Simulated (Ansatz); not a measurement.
```
CELL_PARAMETERS angstrom
5.20330 0.00000 0.00000
0.00000 5.20330 0.00000
0.00000 0.00000 5.20330
ATOMIC_POSITIONS crystal
Mg 0.00000 0.00000 0.00000
Mg 0.50000 0.50000 0.00000
Mg 0.50000 0.00000 0.50000
Mg 0.00000 0.50000 0.50000
S 0.50000 0.00000 0.00000
S 0.00000 0.50000 0.00000
S 0.00000 0.00000 0.50000
S 0.50000 0.50000 0.50000
```

Space group Fm-3m.

Theory: DFT PBE, scalar-relativistic, plane waves, PAW (Ansatz).

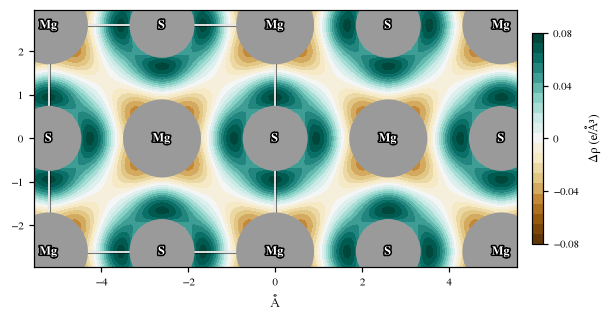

MgS. Bonding charge density, ρ(crystal) − Σ ρ(neutral atoms): a map on the (010) plane of the conventional cell, with grey discs over the atomic cores. Cores are masked to 0.9 Å (Mg) and 0.7 Å (S).

In a PAW calculation such maps are meaningful between the atoms, not at the nuclei.

> What does the deformation density say about the bonding?

Mg–S (2.60 Å): Δρ is +0.04 e/Å³ at the midpoint.
Over the whole cell, outside the masked cores, the largest gain, 0.08 e/Å³, lies 0.9 Å from a sulfur nucleus, and the largest loss lies at the edge of the masked core of Mg.
The rearranged charge, half the integral of |Δρ|, is about 0.21 e an atom.
Bader charges: Mg +1.67 and S −1.67 e.

Cost of the run: 8.8 s on 1 thread of Arm Neoverse V2, on a shared host, peak memory 0.28 GiB.
